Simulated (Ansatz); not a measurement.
System: CoO, space group Fm-3m (No. 225), 2 atoms in the cell, CoO type.

Space group Fm-3m (No. 225). a = 4.263 Å, b = 4.263 Å, c = 4.263 Å, α = 90.00°, β = 90.00°, γ = 90.00°
```json
{"atom": "Co", "site": "4a", "symmetry": "m-3m", "x": "0.0000", "y": "0.0000", "z": "0.0000"}
{"atom": "O", "site": "4b", "symmetry": "m-3m", "x": "0.5000", "y": "0.0000", "z": "0.0000"}
```

Method: DFT PBE+U, scalar-relativistic, plane waves, PAW, Ueff = 3.3 eV on Co d, spin-polarised, 10×10×10 k mesh, 420 eV cutoff (Ansatz 0.2.0).

How will the Co d shell be filled?

Counting eigenvalues over 0.6 as filled, Co has 7 filled d states (d⁷), 5 up and 2 down, high spin; the eigenvalues sum to 7.3. The small eigenvalues come from mixing with neighbours' orbitals.

The cell is at 8 GPa in this functional. Open shells can settle in several states, and this one need not be the lowest.

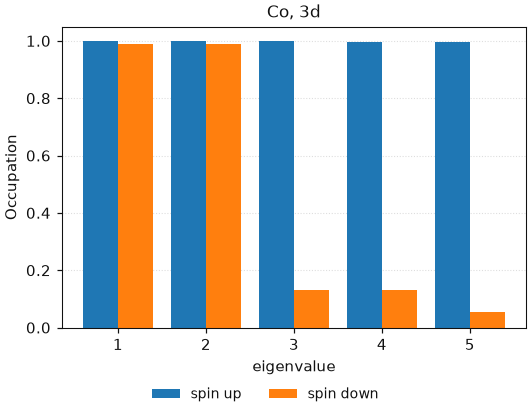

Eigenvalues of the local occupation matrix of the d shell (Löwdin-orthogonalised atomic projectors).
